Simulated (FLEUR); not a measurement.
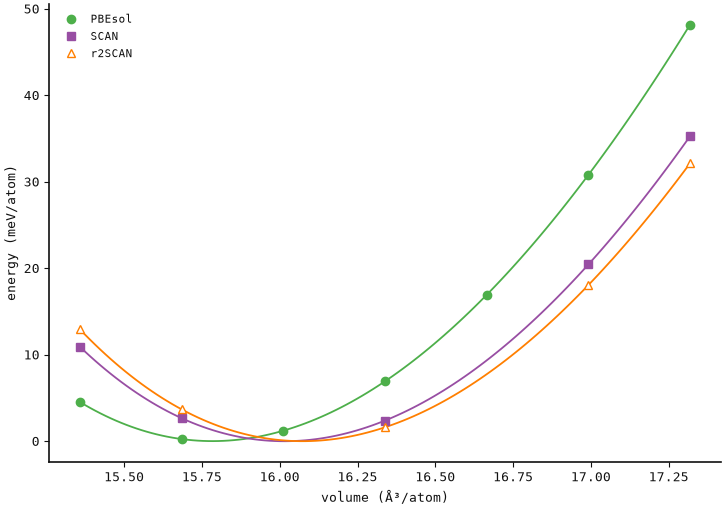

How it was computed, with FLEUR MaX-R8.1 (later development tree): all-electron LAPW DFT, no spin polarisation; energies at scaled volumes of the given cell, shape and fractions fixed, counted from the fit's minimum, third-order Birch-Murnaghan fit. All runs: no spin polarisation.

- k mesh: 9×9×7
- occupations: Fermi–Dirac
- smearing width: 0.05 eV
- potentials: all electron

Caption: Energy against volume, with one curve for each functional, for TiAl (space group P4/mmm).

The fitted equilibrium volumes, smallest first, are PBEsol 15.784, SCAN 16.015, r2SCAN 16.073 Å³/atom. The fitted bulk moduli, smallest first, are PBEsol 120.5, r2SCAN 120.8, SCAN 121.2 GPa.

Limits of the calculation: shape and atomic fractions are frozen while scaling, which makes layered, chain and framework solids too stiff.
